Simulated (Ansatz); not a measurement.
Consider AlNi.

Input file:

```
crystal:
  lattice:
    - [1.938694, -1.95319015, 0.0]
    - [1.938694, 1.95319015, 0.0]
    - [0.0, 0.0, 3.0994300413]
  atoms:
    - { symbol: Al, position: [0.0, 0.0, 0.0] }
    - { symbol: Ni, position: [0.5, 0.5, 0.5] }
basis:
  ecutwfc: 500
kpoints:
  mp_grid: { grid: [16, 16, 14] }
hamiltonian:
  xc: r2scan
scf:
  occupations: { method: gaussian, width: 0.1 }
output:
  forces: true
  stress: true
  eigenvalues: true
  write_density: true
  write_potential: true
  elf: true
  volumetric_format: npy
relax:
  adjacent_minimum: "off"
  f_tol: 0.005
  max_steps: 80
  cell: { stress_tol: 0.05 }
```

Launched as:

```sh
ansatz run input.yaml --threads 1 --pin off --max-ram 2560MiB --backend cpu --events-out ev --progress --plain --runs-dir out
```

Below, planes, directions and counts refer to the standardised cell (a = 2.86 Å, b = 2.86 Å, c = 2.87 Å, α = 90.00°, β = 90.00°, γ = 89.99°).

The fields are those of the run's last geometry, not of the input's.

Space group P4/mmm; a structure from a database of computed crystals, not necessarily the ambient phase; computed without spin polarisation.

These are results of Ansatz, DFT r2SCAN, scalar-relativistic, plane waves, PAW, not measurements.

Question: What will maps of the valence pseudo-density and electron localisation function show?

Answer: Al–Ni (2.48 Å): the density is about 0.3 e/Å³ at the midpoint; the ELF is about 0.40 at the midpoint.

Question: Does the calculation make it a metal, or give it a gap?

Answer: It is metallic or semimetallic at this level of theory: no gap opens.

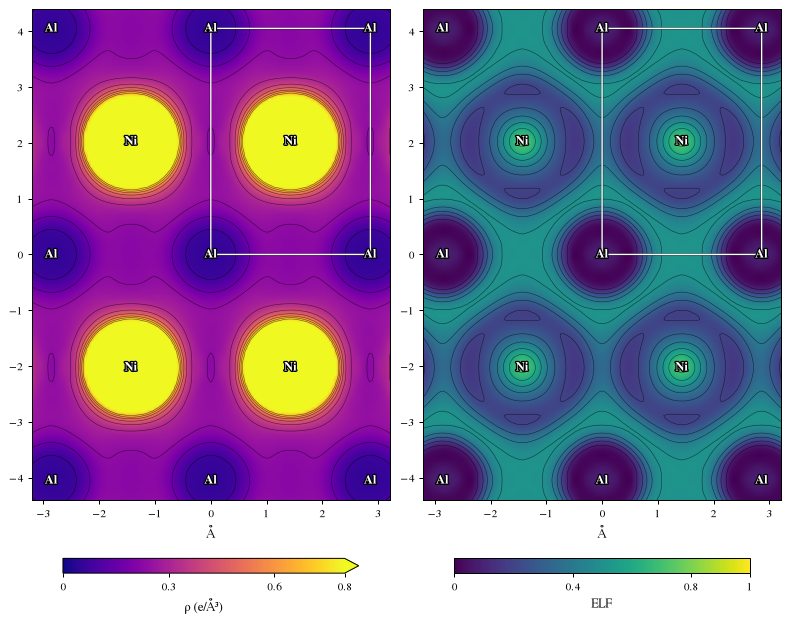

Computed valence pseudo-density and electron localisation function on the (101) plane of the standardised cell, in this order. 
